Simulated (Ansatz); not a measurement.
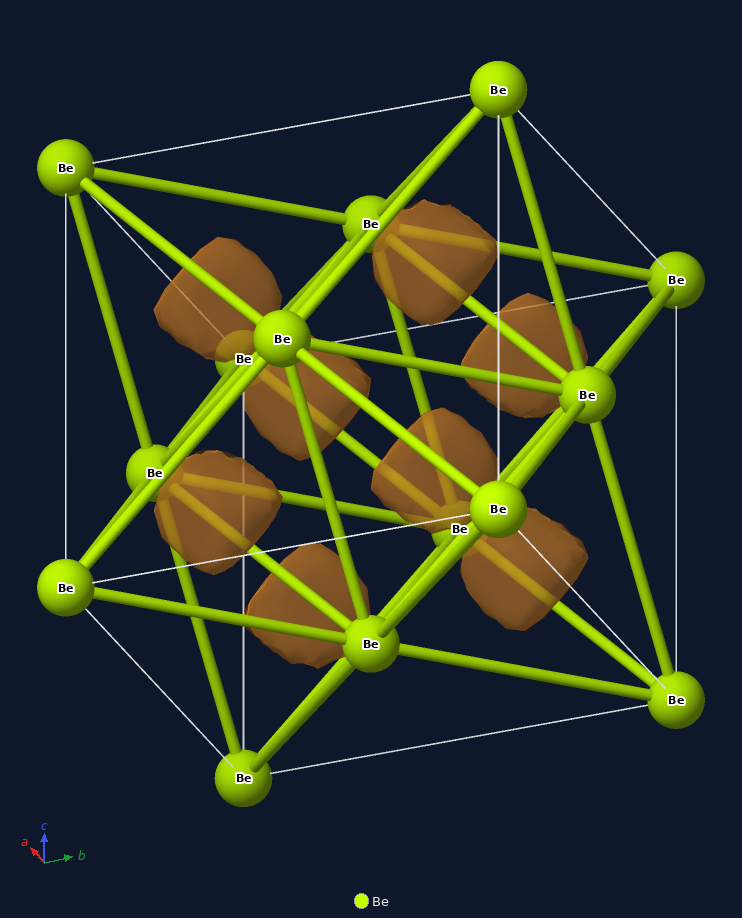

The picture shows: Be. Isosurface of the electron localisation function at 0.65 (orange), seen at an oblique angle. Only the valence region is drawn (cores and ρ < 0.01 e/Å³ removed). Sticks mark near contacts.

Space group Fm-3m; set up as Be, fcc; a generated structure, not necessarily the stable one.

Level of theory: Ansatz, DFT, PBE, plane waves (420 eV) with PAW, scalar-relativistic.

```cif
data_structure
_symmetry_space_group_name_H-M 'P 1'
_symmetry_Int_Tables_number 1
_cell_length_a 3.1584
_cell_length_b 3.1584
_cell_length_c 3.1584
_cell_angle_alpha 90.000
_cell_angle_beta 90.000
_cell_angle_gamma 90.000
_cell_volume 31.51
loop_
_atom_site_label
_atom_site_type_symbol
_atom_site_fract_x
_atom_site_fract_y
_atom_site_fract_z
_atom_site_occupancy
Be1 Be 0.00000 0.00000 0.00000 1
Be2 Be 0.50000 0.50000 0.00000 1
Be3 Be 0.50000 0.00000 0.50000 1
Be4 Be 0.00000 0.50000 0.50000 1
```

Describe the localisation domains.

Answer. The ELF exceeds this value in eight pockets between the atoms, centred on no nucleus (multi-centre or interstitial), counted in one cell of 4 atoms. Any copies at cell faces, edges or corners count once. There are no localised bonds or lone pairs at this value. Profiles from the grid: Be–Be (2.23 Å): the ELF peaks at about 0.60 between the atoms.
